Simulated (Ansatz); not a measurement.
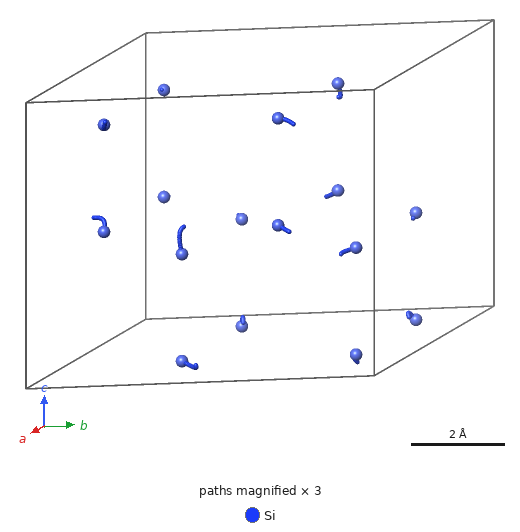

A Born-Oppenheimer molecular dynamics run of a 16-atom cell of Si (built on the lonsdaleite (2H) type), 30 fs long. Dots mark each atom's position at evenly spaced times, in the colour of its element; spheres stand at the starting positions. The excursions are magnified 3 times. Seen slightly off an axis in the simulation cell.

Computed with DFT, PBEsol, plane waves, PAW (Ansatz). Set-up: plane-wave cutoff 420 eV; k-point mesh 3 × 3 × 2; Fermi-Dirac smearing 0.052 eV; constant energy (NVE); velocities drawn for 600 K; time step 1.5 fs.

Input
```yaml
crystal:
  lattice:
    - [7.6642590827, 0.0, 0.0]
    - [-3.8321295414, 6.6374430668, 0.0]
    - [0.0, 0.0, 6.3412168871]
  atoms:
    - { symbol: Si, position: [0.1666666667, 0.3333333333, 0.0005609413] }
    - { symbol: Si, position: [0.3333333333, 0.1666666667, 0.5005609413] }
    - { symbol: Si, position: [0.1666666667, 0.3333333333, 0.3744390587] }
    - { symbol: Si, position: [0.3333333333, 0.1666666667, 0.8744390587] }
    - { symbol: Si, position: [0.1666666667, 0.8333333333, 0.0005609413] }
    - { symbol: Si, position: [0.3333333333, 0.6666666667, 0.5005609413] }
    - { symbol: Si, position: [0.1666666667, 0.8333333333, 0.3744390587] }
    - { symbol: Si, position: [0.3333333333, 0.6666666667, 0.8744390587] }
    - { symbol: Si, position: [0.6666666667, 0.3333333333, 0.0005609413] }
    - { symbol: Si, position: [0.8333333333, 0.1666666667, 0.5005609413] }
    - { symbol: Si, position: [0.6666666667, 0.3333333333, 0.3744390587] }
    - { symbol: Si, position: [0.8333333333, 0.1666666667, 0.8744390587] }
    - { symbol: Si, position: [0.6666666667, 0.8333333333, 0.0005609413] }
    - { symbol: Si, position: [0.8333333333, 0.6666666667, 0.5005609413] }
    - { symbol: Si, position: [0.6666666667, 0.8333333333, 0.3744390587] }
    - { symbol: Si, position: [0.8333333333, 0.6666666667, 0.8744390587] }
kpoints:
  mp_grid: { grid: [3, 3, 2] }
hamiltonian:
  xc: pbesol
scf:
  occupations: { method: fermi_dirac, width: 0.052 }
md:
  ensemble: nve
  temperature: 600
  timestep: 1.5
  n_steps: 20
  initial_velocities: maxwell_boltzmann
  seed: 2514
```

Launched with:
```bash
ansatz run input.yaml --threads 4 --pin off --max-ram 3686MiB --backend cpu --events-out ev --progress --plain --runs-dir out
```

### What do the traces tell about the motion?

In the second half of the run the atoms are, in the root-mean-square, this far from where they began (common drift taken out): Si 0.12 Å. The run lasts only 30 fs, too short to tell vibration from diffusion.

Cost: 87 s on 4 threads of Arm Neoverse N1, on a shared host, peak memory 0.72 GiB.
